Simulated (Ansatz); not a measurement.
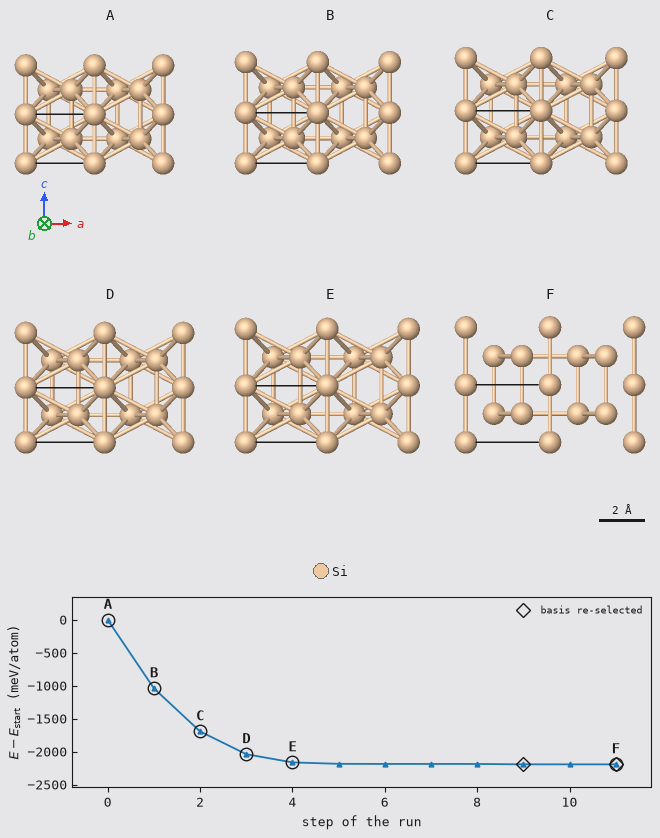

Frames of a relaxation of solid Si (a generated structure, set up in P6/mmm) (coarse preliminary run), marked on the history of the run. Style: ball-and-stick. Shown: the cell of the calculation, repeated 2 × 1 × 2 with one cell outlined, along the b axis.

Case: Ti → Si on all its sites, cell and atoms relaxed.

Computed with DFT r2SCAN, scalar-relativistic, plane waves, PAW in Ansatz.

Input file:
```yaml
crystal:
  lattice:
    - [3.571263568, 0.0, 0.0]
    - [-1.785631784, 3.0928049735, 0.0]
    - [0.0, 0.0, 2.2082335245]
  atoms:
    - { symbol: Si, position: [0.0, 0.0, 0.0] }
    - { symbol: Si, position: [0.3333333333, 0.6666666667, 0.5] }
    - { symbol: Si, position: [0.6666666667, 0.3333333333, 0.5] }
basis:
  ecutwfc: 500
kpoints:
  mp_grid: { grid: [6, 6, 8] }
hamiltonian:
  xc: r2scan
scf:
  occupations: { method: gaussian, width: 0.1 }
output:
  forces: true
  stress: true
  eigenvalues: true
relax:
  adjacent_minimum: "off"
  f_tol: 0.05
  max_steps: 60
  cell: { stress_tol: 0.5 }
```

Command:
```bash
ansatz run input.yaml --threads 1 --pin off --max-ram 2560MiB --backend cpu --events-out ev --progress --plain --runs-dir out
```

Describe the path.

No atom moves by more than 0.005 Å relative to the cell. The drawn cell changes as follows: a = b 3.571 → 4.379 Å (+22.6 %), c 2.208 → 2.592 Å (+17.4 %); the volume changes by +76.5 %. Some distances before and after: Si2–Si3 3.021 → 3.621 Å, Si1–Si2 2.339 → 2.841 Å, Si2–Si3 (another image) 2.062 → 2.528 Å, Si1–Si1 2.208 → 2.592 Å. The space group stays P6/mmm (No. 191). Over 9 accepted moves (11 points after the start) the energy falls by 2192 meV per atom. All forces vanish by symmetry, so only the cell relaxes. The pressure goes from 188.76 to 0.08 GPa. At 2 points the geometry stayed and the basis and grid were re-selected for the new cell (energy shift of 5.7 meV per atom at most each time). From step 0 to 1: volume +13.8 %, energy −1039 meV per atom. From step 1 to 2: volume +13.9 %, energy −653 meV per atom. From step 2 to 3: volume +13.4 %, energy −346 meV per atom. From step 3 to 4: volume +11.0 %, energy −124 meV per atom. From step 4 to 11: volume +8.2 %, energy −29.8 meV per atom.

```json
{"step": "0", "E − E(0), meV/atom": "0.00", "pressure, GPa": "188.76", "volume, Å³/atom": "8.130", "note": ""}
{"step": "1", "E − E(0), meV/atom": "-1039.19", "pressure, GPa": "109.85", "volume, Å³/atom": "9.251", "note": ""}
{"step": "2", "E − E(0), meV/atom": "-1692.23", "pressure, GPa": "57.13", "volume, Å³/atom": "10.534", "note": ""}
{"step": "3", "E − E(0), meV/atom": "-2037.94", "pressure, GPa": "24.32", "volume, Å³/atom": "11.942", "note": ""}
{"step": "4", "E − E(0), meV/atom": "-2161.82", "pressure, GPa": "7.57", "volume, Å³/atom": "13.257", "note": ""}
{"step": "5", "E − E(0), meV/atom": "-2183.68", "pressure, GPa": "-0.41", "volume, Å³/atom": "14.304", "note": ""}
{"step": "6", "E − E(0), meV/atom": "-2185.29", "pressure, GPa": "-0.01", "volume, Å³/atom": "14.276", "note": ""}
{"step": "7", "E − E(0), meV/atom": "-2185.53", "pressure, GPa": "-0.22", "volume, Å³/atom": "14.333", "note": ""}
{"step": "8", "E − E(0), meV/atom": "-2185.71", "pressure, GPa": "0.12", "volume, Å³/atom": "14.272", "note": ""}
{"step": "9", "E − E(0), meV/atom": "-2191.45", "pressure, GPa": "0.54", "volume, Å³/atom": "14.272", "note": "same geometry, new basis"}
{"step": "10", "E − E(0), meV/atom": "-2191.63", "pressure, GPa": "0.08", "volume, Å³/atom": "14.349", "note": ""}
{"step": "11", "E − E(0), meV/atom": "-2191.63", "pressure, GPa": "0.08", "volume, Å³/atom": "14.349", "note": "same geometry, new basis"}
```
